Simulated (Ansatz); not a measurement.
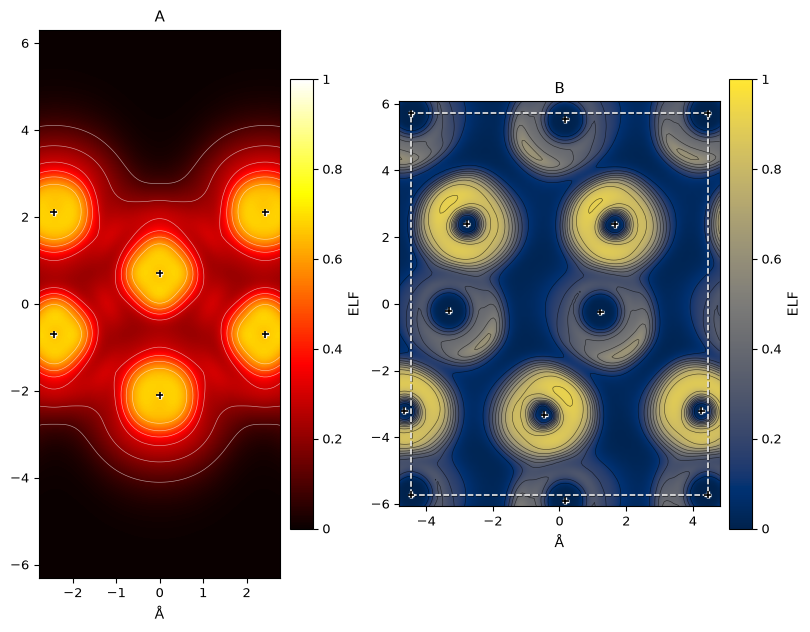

The ELF of 2 systems, each on a plane through atoms (crosses mark nuclei in the plane).

Method: Ansatz 0.2.0, DFT PBE, scalar-relativistic, plane waves, PAW.

System 1: Pt (slab), the (110) plane of the calculation cell, a cut from vacuum to vacuum. Not relaxed (largest force 0.9 eV/Å).

```
Pt
1.0
     2.80729    0.00000    0.00000
     0.00000    3.97011    0.00000
     0.00000    0.00000   19.21094
Pt
4
Cartesian
  1.4036 1.9851 7.5000
  0.0000 0.0000 8.9037
  1.4036 1.9851 10.3072
  0.0000 0.0000 11.7110
```

System 2: Sn₁₅S₁₆ (cell with a defect), the (010) plane of the calculation cell. The program warned that a starting moment wasn't kept; spin-polarised, but the moments vanished.

```
Sn S
1.0
     0.00000    0.00000    8.90841
     0.00000    8.04657   -4.45420
   -11.44550    0.00000    0.00000
Sn S
15 16
Direct
  0.60938 0.12257 0.87187
  0.38198 0.62598 0.87342
  0.87506 0.61812 0.87505
  0.49068 0.37581 0.63905
  0.00320 0.36194 0.62250
  0.76451 0.88199 0.62199
  0.23764 0.86806 0.63893
  0.24296 0.12737 0.38561
  0.75161 0.12782 0.37447
  0.50102 0.63048 0.37709
  0.99737 0.62513 0.37828
  0.61637 0.37370 0.12078
  0.12979 0.37835 0.11763
  0.88096 0.87843 0.11696
  0.37073 0.88204 0.12129
  0.29519 0.12746 0.15118
  0.80892 0.12877 0.14805
  0.55478 0.62782 0.14880
  0.05500 0.62839 0.14992
  0.67784 0.37623 0.34900
  0.17860 0.38096 0.34776
  0.92536 0.87488 0.34769
  0.42993 0.87933 0.34902
  0.07993 0.12247 0.63609
  0.56129 0.12264 0.64593
  0.32013 0.61444 0.64350
  0.82754 0.62981 0.64401
  0.47489 0.38830 0.85876
  0.93245 0.36227 0.84877
  0.69431 0.88212 0.84901
  0.20933 0.84523 0.85859
```

Match each panel to its system.

Panel A is system 1, Pt: the plane holds Pt. Pt–Pt (2.81 Å): the ELF is about 0.30 at the midpoint: no shared electron pair shows on this line. Panel B is system 2, Sn₁₅S₁₆: the plane holds Sn and S. Sn–S (2.52 Å): the ELF peaks at about 0.85 in the valence shell of S, 0.9 Å from its nucleus, and is about 0.50 at the midpoint.
